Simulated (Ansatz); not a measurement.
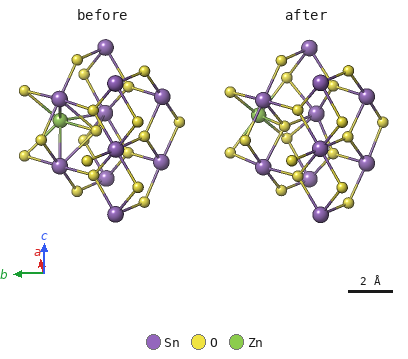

The structure of a defect cell of composition Sn₂₄O₄₈Zn (cell charge +2) before (left) and after (right) a relaxation, at one scale.

Style: ball-and-stick. Shown: the atoms within 4.2 Å of the atom that moves most (axes of the cell of the calculation (origin shifted)), from a free direction.

All numbers below come from Ansatz 0.2.0, DFT, PBEsol, PAW, plane waves. (plane-wave cutoff 420 eV; k-point mesh 1 × 1 × 1; mesh shifted by (0.25, 0.25, 0.25); no spin polarisation; atoms relaxed in a fixed cell; force threshold 0.03 eV/Å; at most 80 steps)

### Summarise the run.

Over 6 geometry steps the energy falls by 8.573 eV per cell of the calculation. Largest force component: 7.8 eV/Å at the start, 0.024 eV/Å at the end. The largest move is that of an O atom, 0.89 Å along [1 1 0]. By element the largest moves are O 0.89 Å, Zn 0.74 Å, Sn 0.35 Å. The cell doesn't change. Near-neighbour distances that change, for instance: Sn–Zn 2.314 → 2.977 Å, Sn–Zn 2.335 → 2.977 Å, O–Zn 2.636 → 2.201 Å, O–Zn 2.604 → 2.204 Å. Bond angles that change, for instance: Sn–O–Zn 61.4° → 94.4°, Sn–O–Zn 62.9° → 94.5°, Sn–O–Sn 104.0° → 130.4°.

Limits of the set-up: the cell is charged, on a uniform background, and energies carry no finite-size correction.
